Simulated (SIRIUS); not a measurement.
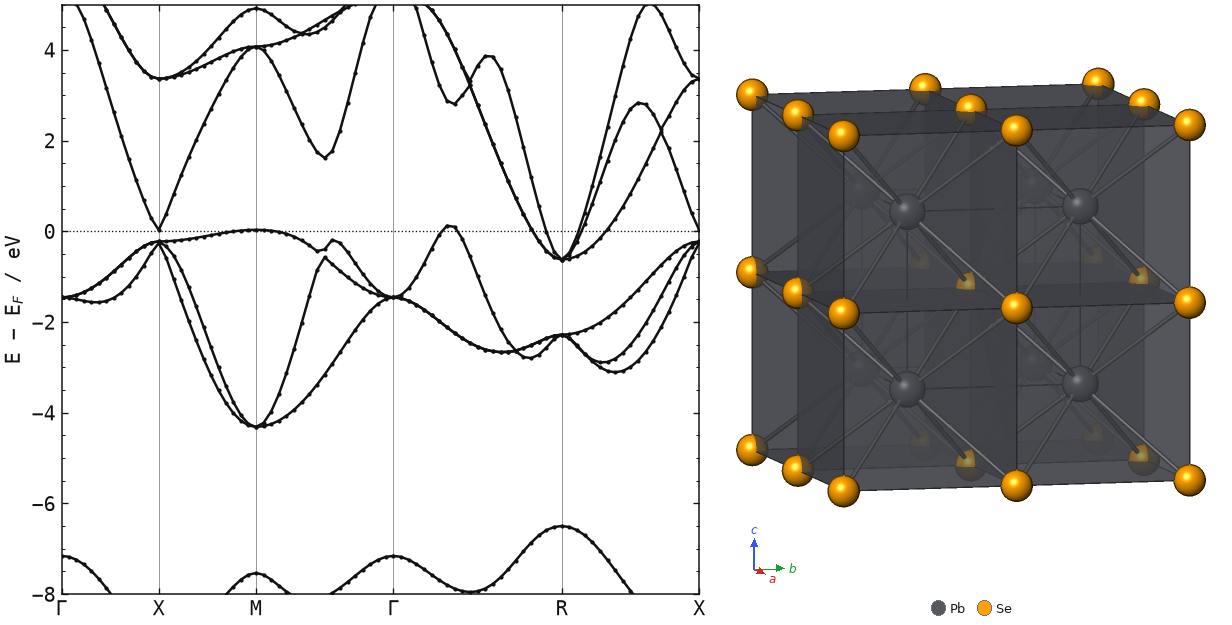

Band structure, beside the structure. Energies are counted from the Fermi level.

The material is CsCl-type PbSe, space group Pm-3m, 2 atoms in the cell; cubic a = 3.784 Å.

SIRIUS; LDA, all-electron FP-LAPW, no spin polarisation, no spin-orbit coupling, 7×7×7 k mesh, Fermi-Dirac smearing of 0.05 eV.

Is there a gap at the Fermi level?

A metal: 4 bands cross the Fermi level along this path.

Spin-orbit coupling is left out, which matters for Pb and Se. The bands overlap only a little at an even electron count, and semilocal functionals can close small gaps, so the real material need not be a metal. The usual form of PbSe is rocksalt.
